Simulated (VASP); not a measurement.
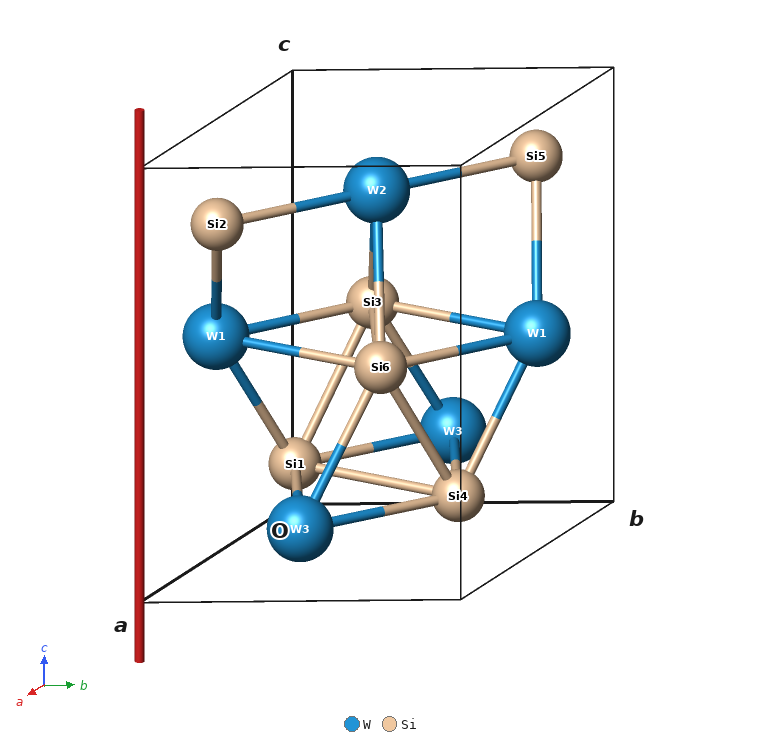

The coloured rod is the axis of a symmetry operation of the crystal. Crystal: Si₂W, a cell listed in the Materials Project, as set up for an electronic-structure calculation. The drawing is computed from the coordinates (standard cell, symmetry found to 0.002 Å).

a = 4.617 Å, b = 4.617 Å, c = 6.653 Å, α = 90.00°, β = 90.00°, γ = 120.00°.

```json
{"atom": "W1", "x": "0.5000", "y": "0.0000", "z": "0.5000"}
{"atom": "W2", "x": "0.5000", "y": "0.5000", "z": "0.8333"}
{"atom": "W3", "x": "0.0000", "y": "0.5000", "z": "0.1667"}
{"atom": "Si1", "x": "0.3273", "y": "0.1636", "z": "0.1667"}
{"atom": "Si2", "x": "0.8364", "y": "0.1636", "z": "0.8333"}
{"atom": "Si3", "x": "0.1636", "y": "0.3273", "z": "0.5000"}
{"atom": "Si4", "x": "0.6727", "y": "0.8364", "z": "0.1667"}
{"atom": "Si5", "x": "0.1636", "y": "0.8364", "z": "0.8333"}
{"atom": "Si6", "x": "0.8364", "y": "0.6727", "z": "0.5000"}
```

Take the operation x, y, z → y+1, −x+y+1, z−1/3.

Q: What kind of operation is it, and where does it lie?

A: It is a 6₂ screw rotation with translation (0, 0, −1/3), about the line along [0 0 1] through (1, 0, 1/2).

Q: Onto which atom does it carry each atom (up to whole multiples of a, b and c)?

A: W1 → W3, W2 → W1, W3 → W2, Si1 → Si5, Si2 → Si3, Si3 → Si1, Si4 → Si2, Si5 → Si6, Si6 → Si4.

Q: What is the crystal's space group?

A: P6₂22 (No. 180).
